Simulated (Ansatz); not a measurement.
**Single-point calculation of Sn**

System: Sn (I4₁/amd, 2 atoms in the cell).
Method: DFT PBEsol, scalar-relativistic, plane waves, PAW, no spin polarisation (Ansatz 0.2.0).

The structure derives from an entry of the Crystallography Open Database. It belongs to a series of runs on one base structure; here: strain -0.0100 x Voigt [0, 1, 0, 0, 0, 0], atoms carried along.

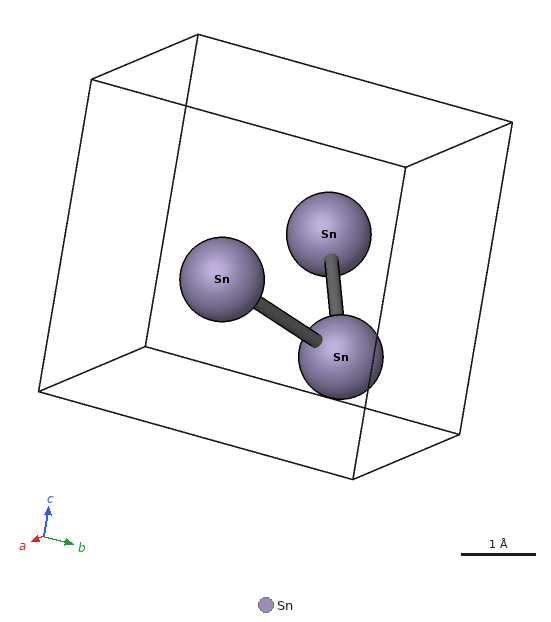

Fig. 1: The input geometry (ball-and-stick view of the reduced cell, seen slightly off an axis). An atom can appear more than once, as a periodic image.

Key numbers:

```tsv
quantity	value
outcome	converged
space group (tolerance 0.01 Å)	I4₁/amd (141)
electrons treated	28
free energy	−11899.4978 eV
Fermi energy	7.807 eV
gap on the k-point mesh	none (metallic)
pressure	1.47 GPa
largest force (length of the vector)	under 0.001 eV/Å
hardware	1 thread of Intel Xeon @ 2.70GHz, 189 GiB of memory available, shared host
wall time	11 s
peak memory	0.45 GiB
```

The input:
```yaml
crystal:
  lattice:
    - [0.0, 3.213144, 3.2456]
    - [3.2456, 0.0, 3.2456]
    - [3.2456, 3.213144, 0.0]
  atoms:
    - { symbol: Sn, position: [0.5, 0.5, 0.5] }
    - { symbol: Sn, position: [0.75, 0.75, 0.75] }
basis:
  ecutwfc: 420
kpoints:
  mp_grid: { grid: [12, 12, 12] }
hamiltonian:
  xc: pbesol
scf:
  occupations: { method: gaussian, width: 0.15 }
output:
  forces: true
  stress: true
  eigenvalues: true
  write_density: true
  write_potential: true
  elf: true
  volumetric_format: npy
```

Run as:
```bash
ansatz run input.yaml --threads 1 --pin off --max-ram 2560MiB --backend cpu --events-out ev --progress --plain --runs-dir out
```

What the program printed:
```
Engine: ansatz 0.2.0, x86_64-unknown-linux-gnu
Pseudopotentials: kind: paw
Pseudopotential: Sn, paw, valence charge 14, recommended cutoff 420 eV (normal), Sn.paw.azcp
Functional definition: PBEsol
  exchange = pbesol_x
  correlation = pbesol_c
Crystal: 2 atoms, lattice volume = 67.694 Å³
Basis set: ecut = 420 eV, 1355 PW (Γ), exchange–correlation on 64×64×64 points (8 copies of the dense FFT grid, shifted against one another)
Bands: 18, of which v1, the nominal top of the filled ones, is band 14 counted from 1 (13 counted from 0)
Symmetry: 16 space group operations
Space group: I41/amd (ITA 141), of the structure as read, at distance tolerance 4.1e-5 Å
k-points: 163 of 1728
Non-local potential: Sn, projectors of the file, l = 0: 2, l = 1: 2, l = 2: 2, l = 3: 2
PAW form: soft (Blöchl's): semilocal exchange-correlation on the pseudo side does not see the compensation charge
PAW frozen core: Sn, regenerated for the run's functional, and the local potential with it (the file was generated under x = pbe(κ = 0.804, μ = 0.2195149727645171), c = pbe(β = 0.06672455060314922))
PAW one-centre angular grid: Sn, 590 points (default); XC on 64 Gauss nodes
Initial density: superposition of atomic densities (neutral atoms: chi_scale 0, normalization atom), corrected by the library's trained network
Initial wavefunctions: pseudopotential atomic-orbital guess
Functional: x = pbesol(κ = 0.804, μ = 0.12345679012345678), c = pbesol(β = 0.046)
SCF iter   1: F=—  HF=-11899.500363 eV  |F-HF|=—  |Δ(HF+E_count)|=         —  Δρ=2.49e-3  dr2=4.05e-3  ethr=1.77e-3  ⟨swp⟩=5.5  Hψ=14947  notcnv=0
preconditioner: auto → Kerker (q_TF=auto, 2.355 Å⁻¹)  [metal: Δε(μ)=0.062 eV  Ē_g=20.047 eV  σ=0.150 eV  W_gap=0.23  n_scr=14 (ndim 8)  ℏωp=23.9 eV  f_vac=0.091  D(μ)=0.18/eV (n_scr^D=0)]
SCF iter   2: F=—  HF=-11899.497835 eV  |F-HF|=—  |Δ(HF+E_count)|=   2.53e-3  Δρ=1.51e-3  dr2=1.95e-3  ethr=1.45e-5  ⟨swp⟩=1.4  Hψ=4678  notcnv=0
SCF iter   3: F=—  HF=-11899.497700 eV  |F-HF|=—  |Δ(HF+E_count)|=   1.35e-4  Δρ=5.47e-4  dr2=2.64e-4  ethr=6.97e-6  ⟨swp⟩=2.0  Hψ=5218  notcnv=0
SCF iter   4: F=—  HF=-11899.497804 eV  |F-HF|=—  |Δ(HF+E_count)|=   1.04e-4  Δρ=5.21e-4  dr2=2.17e-4  ethr=9.42e-7  ⟨swp⟩=2.0  Hψ=5217  notcnv=0
SCF iter   5: F=—  HF=-11899.497760 eV  |F-HF|=—  |Δ(HF+E_count)|=   4.42e-5  Δρ=6.47e-5  dr2=6.77e-6  ethr=7.74e-7  ⟨swp⟩=2.0  Hψ=5218  notcnv=0
SCF iter   6: F=—  HF=-11899.497768 eV  |F-HF|=—  |Δ(HF+E_count)|=   8.21e-6  Δρ=1.89e-5  dr2=3.05e-7  ethr=2.42e-8  ⟨swp⟩=2.0  Hψ=3591  notcnv=0
SCF iter   7: F=-11899.497768 eV  HF=-11899.497768 eV  |F-HF|=1.49e-8  |Δ(HF+E_count)|=   3.92e-7  Δρ=2.79e-6  dr2=5.27e-9  ethr=3.57e-10  ⟨swp⟩=11.7  Hψ=22682  notcnv=0
SCF 1 converged in 7 iterations: F = -11899.497768 eV  dr2 = 5.27e-9
  greatest PAW one-centre occupation: 0.991 electrons in one spin orbital (limit 2), on the Sn atom at site 1 (counted from 0), in its partial waves of l = 2
SCF converged after 7 iterations
Free energy (F): -11899.497768 eV
Harris-Foulkes:  -11899.497768 eV  (|F-HF|=1.49e-8)
Internal energy: -11899.495786 eV  (E = F + TS)
E sigma→0 (E₀):  -11899.496777 eV
Entropy (-TS):   -0.001982 eV (-0.991 meV/atom)
Fermi energy:    7.806517 eV
--- Per-component energies (eV) ---
  E_band       = -248.373829
  E_kinetic    = 375.896903
  E_local      = -2292.947543  (includes V_loc(G=0)·N_el)
  E_nonlocal   = -60.319838
  E_hartree    = 1318.263599
  E_xc         = -757.702605
  E_vxc        = -193.121653  (∫ρ·V_xc dr)
  E_paw        = -8133.216193  (= ΣΔE_a)
  E_vpaw       = -714.411398  (= ΣTr[D̂ρ^β])
  E_aug_tail   = -0.000001  (compensation charges beyond the density's cutoff)
  E_ewald      = -2350.039788
  E_core_change = 0.569680  (= ΣΔE_core)
  E_smearing   = -0.001982  (= −TS)
  E_closure    = 0.000000  (closes the sum)
  Σ components = -11899.497768   (vs F -11899.497768, Δ=0.00e0)
--- Forces (eV/Å), atoms counted from 1 ---
  atom   1  Sn     0.00000000    -0.00000000     0.00000000
  atom   2  Sn     0.00000000     0.00000000     0.00000000
  max |Σ_I F_I| component: 1.56e-17 eV/Å
--- Stress (GPa, compression-positive) ---
        1.370582      -0.000000      -0.000000
        0.000000       1.667448      -0.000000
       -0.000000      -0.000000       1.370582
  P = ⅓ Tr σ = 1.4695 GPa (14.695 kbar)
--- Band table (eV; the first three rows and the last of 163) ---
  k-point 0: bands = ["-13.8535", "-13.8490", "-13.8490", "-13.7892", "-13.7872", "-13.4714", "-13.4714", "-13.4656", "-13.4606", "-13.4572", "-2.8991", "7.1655", "7.8582", "7.8582", "7.9248", "9.9185", "9.9590", "9.9590"]
  k-point 1: bands = ["-13.8580", "-13.8548", "-13.8484", "-13.7812", "-13.7794", "-13.4834", "-13.4833", "-13.4712", "-13.4466", "-13.4465", "-2.8309", "6.2508", "7.7133", "7.7587", "8.3215", "10.1121", "10.1417", "10.2444"]
  k-point 2: bands = ["-13.8687", "-13.8656", "-13.8438", "-13.7645", "-13.7631", "-13.5006", "-13.4997", "-13.4776", "-13.4338", "-13.4322", "-2.6292", "4.9719", "7.4042", "7.4551", "8.3348", "10.5085", "10.5244", "11.1361"]
  k-point 162: bands = ["-13.9003", "-13.9003", "-13.7611", "-13.7611", "-13.6210", "-13.6210", "-13.5401", "-13.5401", "-13.3932", "-13.3932", "0.2547", "0.2547", "5.2574", "5.2574", "8.4998", "8.4998", "15.5699", "15.5699"]
```

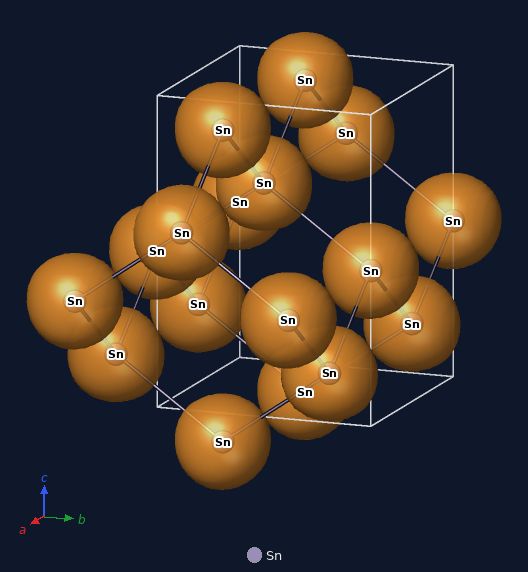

Fig. 2: Isosurface of the valence charge density (pseudo) at 0.6 e/Å³ (orange), seen slightly off an axis. Sticks mark near contacts. The outline is the cell set on symmetry axes. At this value the density breaks into separate islands; it holds about 70 % of the electrons treated as valence (semicore included). It is pinched off along the Sn–Sn (2.80 Å) contacts. On the grid the lowest density along these lines, outside the cores, is 0.37 e/Å³ (Sn–Sn, 2.80 Å). In a PAW calculation such maps are meaningful between the atoms, not at the nuclei.

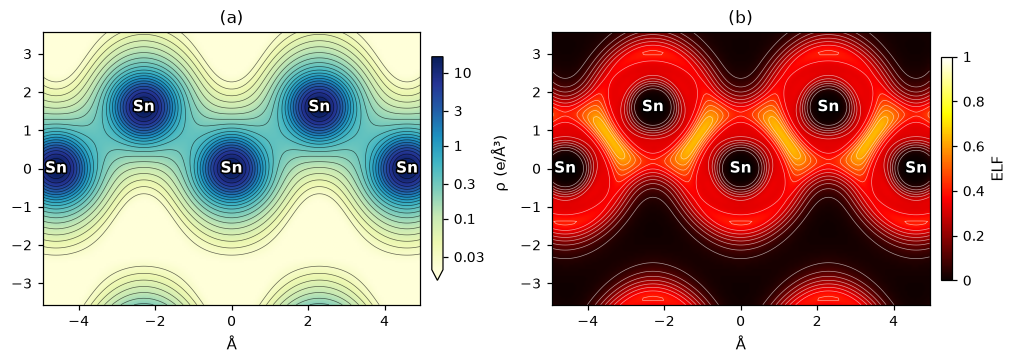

Fig. 3: (a) valence pseudo-density; (b) ELF on the (100) plane of the conventional cell. Sn–Sn (2.80 Å): the density is about 0.37 e/Å³ at the midpoint; the ELF peaks at about 0.65 between the atoms. Away from the nuclei the density in this plane falls to 0.01 e/Å³ at its lowest.
